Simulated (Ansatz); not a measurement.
# Calculations on MoS$_{2}$

### Relaxation

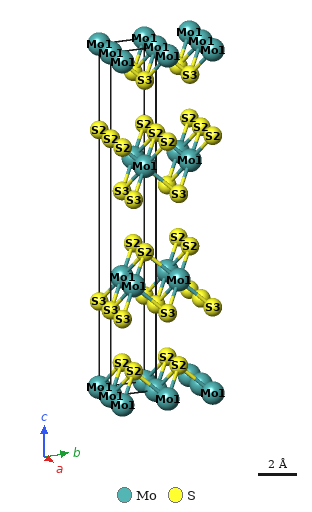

Starting structure of solid MoS₂ (set up in R-3m) (coarse preliminary run). A ball-and-stick model of the conventional cell (3 times the calculation's cell), repeated 2 × 2 × 1 with one cell outlined, seen slightly off an axis. Lengths and directions refer to the drawn axes.

Computed with DFT PBE+D3(BJ), scalar-relativistic, plane waves, PAW in Ansatz.

Input file:
```yaml
crystal:
  lattice:
    - [1.5855007458, 0.9153892824, 6.115]
    - [-1.5855007458, 0.9153892824, 6.115]
    - [0.0, -1.8307785648, 6.115]
  atoms:
    - { symbol: Mo, position: [0.0, 0.0, 0.0] }
    - { symbol: S, position: [0.75, 0.75, 0.75] }
    - { symbol: S, position: [0.25, 0.25, 0.25] }
basis:
  ecutwfc: 420
kpoints:
  mp_grid: { grid: [6, 6, 6] }
hamiltonian:
  xc: pbe
  dispersion: d3bj
scf:
  occupations: { method: gaussian, width: 0.1 }
output:
  forces: true
  stress: true
  eigenvalues: true
relax:
  adjacent_minimum: "off"
  f_tol: 0.05
  max_steps: 80
  cell: { stress_tol: 0.5 }
```

Run as
```bash
ansatz run input.yaml --threads 1 --pin off --max-ram 2560MiB --backend cpu --events-out ev --progress --plain --runs-dir out
```

### What does the optimiser find from here?

The energy falls by 22.6 meV per atom in 3 accepted moves (4 points after the start). The largest force component goes from 0.95 to 0.0067 eV/Å. The pressure goes from 4.00 to −0.05 GPa. At 1 point the geometry stayed and the basis and grid were re-selected for the new cell (energy shift of 0.1 meV per atom at most each time). The largest moves relative to the cell, 0.10 Å, are those of S2 and S3. S2 goes along +c. Mo stays in place. The volume changes by −4.2 %, with a = b 3.171 → 3.142 Å (−0.9 %), c 18.345 → 17.905 Å (−2.4 %). Near-neighbour distances that change, for instance: Mo1–S2 2.385 → 2.416 Å. Among the angles between lasting bonds that change: S2–Mo1–S2 83.3° → 81.1°, Mo1–S2–Mo1 83.3° → 81.1°, S2–Mo1–S3 96.7° → 98.9°. The space group stays R-3m (No. 166). Cost: 3.4 s on 1 thread of AMD EPYC 9R45 96-Core Processor (Zen 5) (shared host), peak memory 0.41 GiB.

After the run, drawn alike:

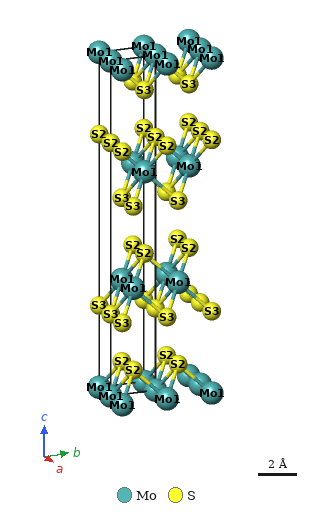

### Scan

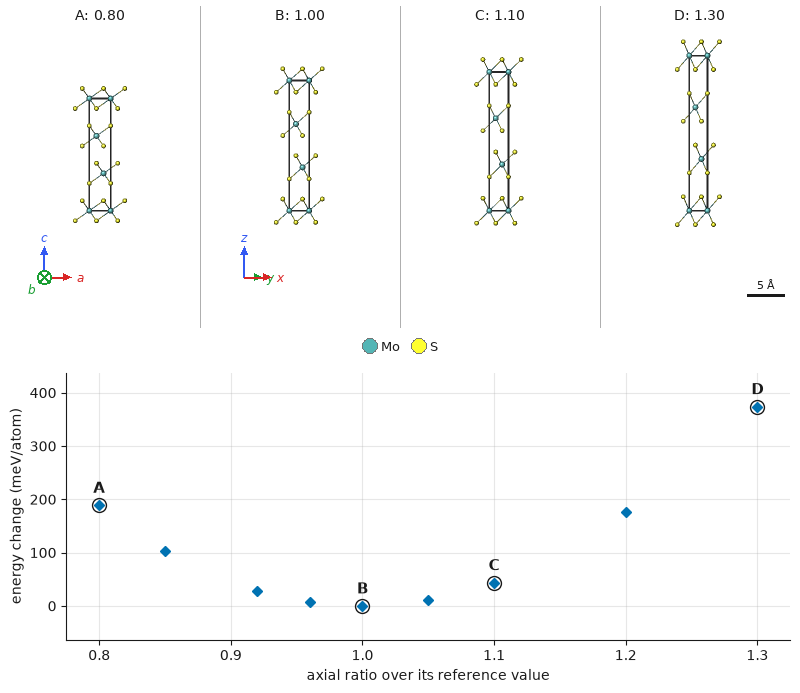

A scan of crystalline MoS2 (R-3m): the ratio of the cell's length along z to its lengths across, counted as 1 for the reference, is changed at fixed volume (a c/a path), with the atoms kept at their fractional coordinates. x, y and z are the Cartesian axes of the input. The lettered frames are marked on the plot. A ball-and-stick model of the conventional cell (3 times the calculation's cell), seen along the b axis. Lengths and directions refer to the drawn axes.

The calculation used Ansatz, DFT PBE+D3(BJ), scalar-relativistic, plane waves, PAW. (plane-wave cutoff 420 eV; k-point mesh 18 × 18 × 18; occupations gaussian; smearing width 0.15 eV; no spin polarisation). Energies (free energies at the smearing named) are counted from the relaxed crystal.

**Describe the profile.**

The lowest computed point lies at the relative ratio 1.00 (0 meV/atom). The distortion keeps the space group R-3m. At the relative ratio 1.30 the cell of the drawing goes a 3.133 → 2.871 Å, b 3.133 → 2.871 Å, c 17.877 → 21.294 Å.

### Scan

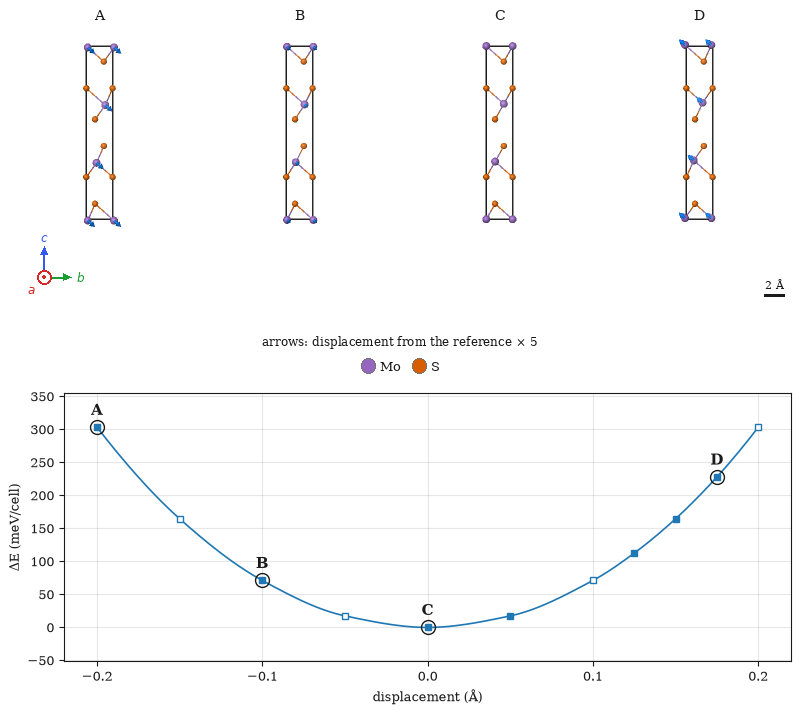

Energy scan for a crystal of MoS₂ (R-3m), in which the whole Mo sublattice is shifted rigidly, towards the nearest copy of atom 2 (S) at 2.417 Å, all else fixed. The lettered frames are marked on the plot. Hollow markers are points alike by symmetry, not computed again. Style: ball-and-stick. Shown: the conventional cell (3 times the calculation's cell), along the a axis. Blue arrows: displacements from the reference. Lengths and directions refer to the drawn axes.

Computed with Ansatz 0.2.0, DFT PBE+D3(BJ), scalar-relativistic, plane waves, PAW. Set-up: plane-wave cutoff 420 eV; k-point mesh 18 × 18 × 18; occupations gaussian; smearing width 0.15 eV; no spin polarisation. Energies (free energies at the smearing named) are counted from the relaxed crystal.

Q: What does the scan show?

A: Of the computed points the lowest is at the displacement 0.00 Å, 0 meV/cell. The curvature at zero is about 14 eV/Å² per cell. The well is symmetric. At the highest point the shortest interatomic distance is 2.22 Å, against 2.42 Å in the reference. The distortion takes the space group from R-3m to Cm.

The computed points:

| displacement (Å) | ΔE (meV/cell) |
| --- | --- |
| −0.200 | 303 |
| −0.150 | 165 |
| −0.100 | 71 |
| −0.050 | 18 |
| 0.000 | 0 |
| 0.050 | 18 |
| 0.100 | 71 |
| 0.125 | 113 |
| 0.150 | 165 |
| 0.175 | 228 |
| 0.200 | 303 |

Points that are alike by symmetry were computed once.
